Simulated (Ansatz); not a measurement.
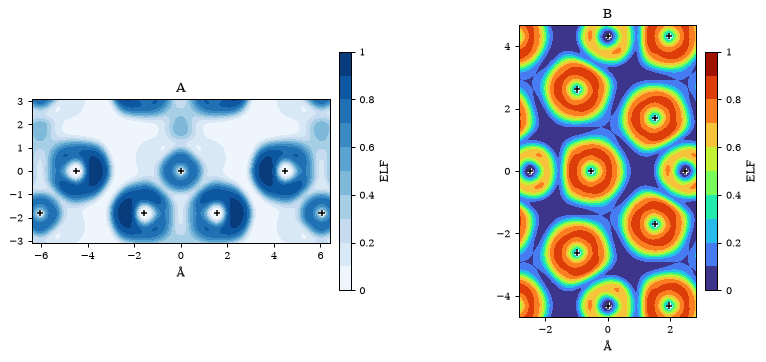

The electron localisation function of 2 systems, each on a plane through atoms (crosses mark nuclei in the plane).

Method: DFT r2SCAN, scalar-relativistic, plane waves, PAW (Ansatz).

System 1: MoS₂, the (110) plane of the conventional cell. Space group P6₃/mmc; a structure from a database of computed crystals, not necessarily the ambient phase; computed pressure about 3 GPa in this cell; the program warned that a starting moment wasn't kept; spin-polarised, but the moments vanished.

```cif
data_structure
_symmetry_space_group_name_H-M 'P 1'
_symmetry_Int_Tables_number 1
_cell_length_a 3.1492
_cell_length_b 3.1492
_cell_length_c 12.0927
_cell_angle_alpha 90.000
_cell_angle_beta 90.000
_cell_angle_gamma 120.000
_cell_volume 103.86
loop_
_atom_site_label
_atom_site_type_symbol
_atom_site_fract_x
_atom_site_fract_y
_atom_site_fract_z
_atom_site_occupancy
Mo1 Mo 0.66667 0.33333 0.24990 1
Mo2 Mo 0.33333 0.66667 0.75010 1
S1 S 0.33333 0.66667 0.37939 1
S2 S 0.66667 0.33333 0.87959 1
S3 S 0.33333 0.66667 0.12041 1
S4 S 0.66667 0.33333 0.62061 1
```

System 2: TiO, the (001) plane of the conventional cell. Space group P-62m; a structure from a database of computed crystals, not necessarily the ambient phase; computed without spin polarisation.

```cif
data_structure
_symmetry_space_group_name_H-M 'P 1'
_symmetry_Int_Tables_number 1
_cell_length_a 4.9796
_cell_length_b 4.9796
_cell_length_c 2.8660
_cell_angle_alpha 90.000
_cell_angle_beta 90.000
_cell_angle_gamma 120.000
_cell_volume 61.54
loop_
_atom_site_label
_atom_site_type_symbol
_atom_site_fract_x
_atom_site_fract_y
_atom_site_fract_z
_atom_site_occupancy
Ti1 Ti 0.66667 0.33333 0.50000 1
Ti2 Ti 0.33333 0.66667 0.50000 1
Ti3 Ti 0.00000 0.00000 0.00000 1
O1 O 0.60573 0.60573 0.00000 1
O2 O 0.39427 0.00000 0.00000 1
O3 O 0.00000 0.39427 0.00000 1
```

Question: Match each panel to its system.

Answer: Panel A is system 1, MoS₂: the plane holds Mo and S. Mo–S (2.40 Å): the ELF peaks at about 0.85 in the valence shell of S, 0.8 Å from its nucleus, and is about 0.45 at the midpoint. Panel B is system 2, TiO: the plane holds Ti and O. Ti–O (1.96 Å): the ELF peaks at about 0.85 in the valence shell of O, 0.6 Å from its nucleus, and is about 0.20 at the midpoint; no shared electron pair shows on this line.
